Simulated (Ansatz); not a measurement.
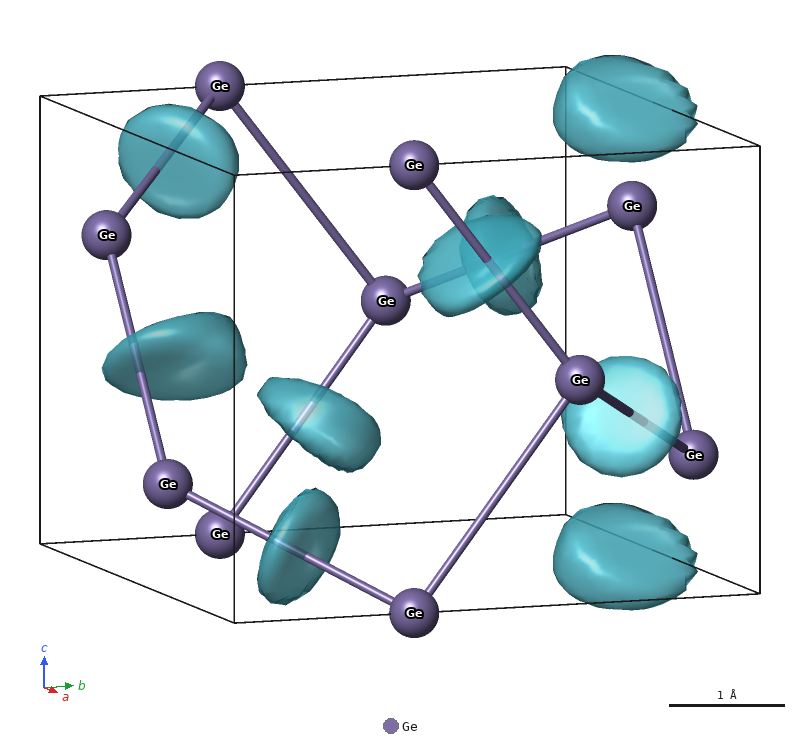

*Ge. Isosurface of the ELF at 0.65 (cyan), seen slightly off an axis. Core shells and regions of very low density are left out. Sticks mark near contacts.*

Space group P4₁22; a structure generated by program, which may or may not match a known phase.

Method: DFT PBE, scalar-relativistic, plane waves, PAW in Ansatz.

Core electrons are frozen (PAW), and the valence fields are smoothed inside the atomic spheres.

Identify the bonds, lone pairs and shells in this picture.

The ELF exceeds this value in four regions between bonded Ge–Ge atoms and four pockets between the atoms, centred on no nucleus (multi-centre or interstitial), counted in one cell of 4 atoms. Any copies at cell faces, edges or corners count once. Along the contacts the grid gives the following. Ge–Ge (2.51 Å): the ELF peaks at about 0.75 between the atoms. Ge–Ge (2.57 Å): the ELF peaks at about 0.75 between the atoms.
